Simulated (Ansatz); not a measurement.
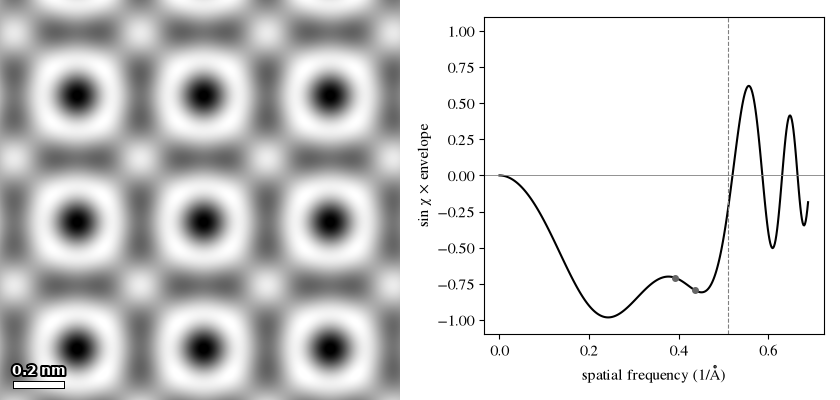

HRTEM-like image of Ti (Pm-3n, No. 223) along [001]. Simulated in the weak-phase-object approximation with neutral-atom potentials: 200 kV, Cs = 0.50 mm, defocus −425 Å (negative is underfocus), defocus spread 40 Å, aperture 0.51 1/Å. Structure used: coordinates from a relaxation with DFT, PBEsol, plane waves (420 eV) with PAW, scalar-relativistic in Ansatz 0.2.0; the starting structure was generated, so it need not be a known form of this composition.

The plot gives the contrast transfer function, the aperture (dashed) and the crystal's spatial frequencies that carry visible contrast (dots).

Question: What point resolution do these settings give, and which lattice spacings pass?

Answer: About 2.0 Å (0.66 |Cs|^(1/4) λ^(3/4) with λ = 0.0251 Å). The spacings that carry visible contrast are {200} at 2.56 Å, {210} at 2.29 Å. Columns 1.28 Å apart are closer than that and merge.

Question: Do the atom columns appear dark or bright, and why?

Answer: Dark. With positive Cs and underfocus sin χ is negative over the pass band, so the strongest columns (Ti) come out darker than the background.
